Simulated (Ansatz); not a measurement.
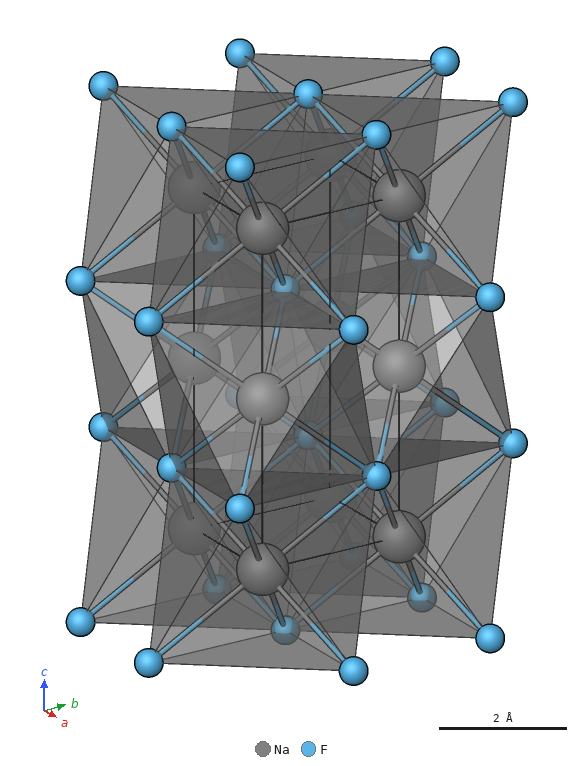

We look at a polyhedral model of the crystal slightly off an axis. The box is the conventional unit cell; atoms on or close to its faces, edges and corners are drawn wherever they repeat. A few atoms beyond the faces are included.

NaF, nickel arsenide (NiAs) type, space group P6_3/mmc (No. 194), a = 3.292 Å, b = 3.292 Å, c = 5.504 Å, α = 90.00°, β = 90.00°, γ = 120.00°. It derives from a structure type filled with these elements by a generator (whether the compound takes this form wasn't checked). The cell was then strained or its atoms displaced on purpose. It went into a calculation with Ansatz.

This one geometry was computed with Ansatz (DFT, plane waves, PAW) at three levels of theory: HSE06, PBE and r2SCAN. It was relaxed with r2SCAN and then strained.

Which level gives the highest pressure at this volume, and what does that say about its equilibrium volume?

Answer. Highest: PBE (0.6 GPa), which points to the largest equilibrium volume. Lowest, with the smallest volume: r2SCAN (-2.6 GPa). Levels within 0.5 GPa of each other can't be told apart.

How does the band gap change with the level of theory?

Answer. PBE: a gap of 6.12 eV, direct; r2SCAN: a gap of 6.94 eV, direct; HSE06: a gap of 8.27 eV, direct.

Collect the results in a table.

Answer.
| level | cutoff (eV) | k-mesh of the run's cell | gap (eV) | pressure (GPa) |
| --- | --- | --- | --- | --- |
| HSE06 | 420 | 6×6×4 | 8.27 | -1.2 |
| PBE | 420 | 12×12×6 | 6.12 | 0.6 |
| r2SCAN | 500 | 12×12×6 | 6.94 | -2.6 |

Gaps are taken on the k-mesh or band path of each run.
